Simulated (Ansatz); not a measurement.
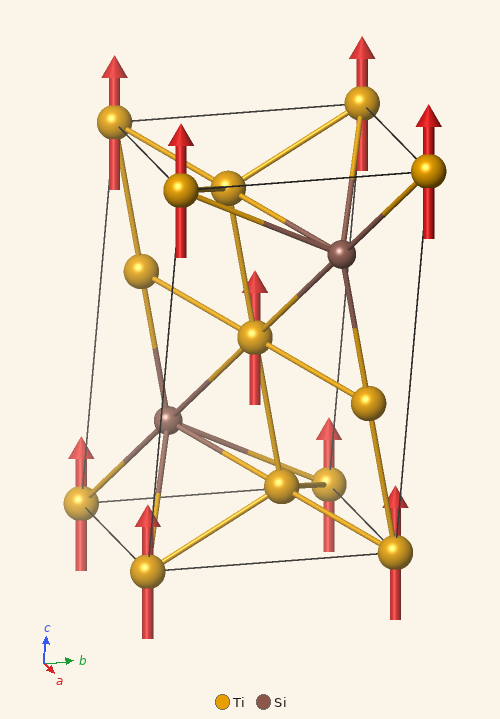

An orthographic ball-and-stick view of the structure, slightly off an axis. One simulation cell is framed, with atoms on its boundary repeated. Arrows are the site magnetic moments above 0.25 μB (those induced on non-metal atoms are left out); longer means larger, and red and blue are up and down (without spin-orbit coupling the axis itself is arbitrary).

This is the state reached for Ti₃Si. Method: DFT PBEsol, scalar-relativistic, plane waves, PAW in Ansatz; a 420 eV plane-wave basis, the zone sampled with 12×12×10 points, Gaussian smearing of 0.15 eV, collinear spins.

Read the magnetic state from the picture.

Ferromagnetic (within this cell). Site moments: 2 Ti +0.7 μB. The net spin moment of the whole cell is 2.6 μB, including what lies between the atoms and on sites without an arrow.

The structure was taken from a structure listed in the Materials Project. Earlier steps of the study, as a rule a relaxation of our own, may have changed the cell and positions, so they can lie some per cent off the listed ones. A calculation with Ansatz used it as input.
